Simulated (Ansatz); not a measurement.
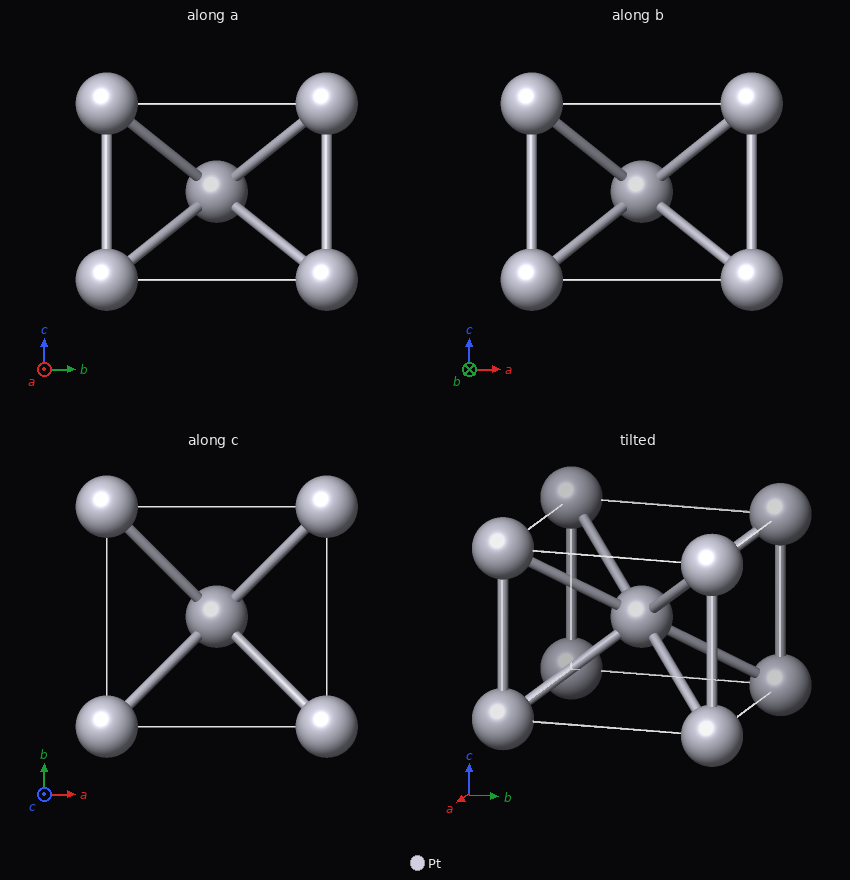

View along the a axis, along the b axis, along the c axis and slightly off an axis, drawn as a ball-and-stick model. The conventional unit cell is drawn as a box.

Lattice parameters: a = 3.4402 Å, b = 3.4402 Å, c = 2.7534 Å, α = 90.000°, β = 90.000°, γ = 90.000°.

Q: Set out the cell and atoms as a CIF in P1 with every atom of the cell.

A:
```cif
data_structure
_symmetry_space_group_name_H-M 'P 1'
_symmetry_Int_Tables_number 1
_cell_length_a 3.4402
_cell_length_b 3.4402
_cell_length_c 2.7534
_cell_angle_alpha 90.000
_cell_angle_beta 90.000
_cell_angle_gamma 90.000
_cell_volume 32.59
loop_
_atom_site_label
_atom_site_type_symbol
_atom_site_fract_x
_atom_site_fract_y
_atom_site_fract_z
_atom_site_occupancy
Pt1 Pt 0.0000 0.0000 0.0000 1
Pt2 Pt 0.5000 0.5000 0.5000 1
```

The cell started as a random cell made by a generator, so it need not be a real form of the element. It was relaxed at fixed volume with DFT PBE, scalar-relativistic, plane waves, PAW in Ansatz.

At this level of theory the run's own cell isn't at rest (stretched, at -6 GPa), so its distances can differ from those at equilibrium, the more so the softer the solid.
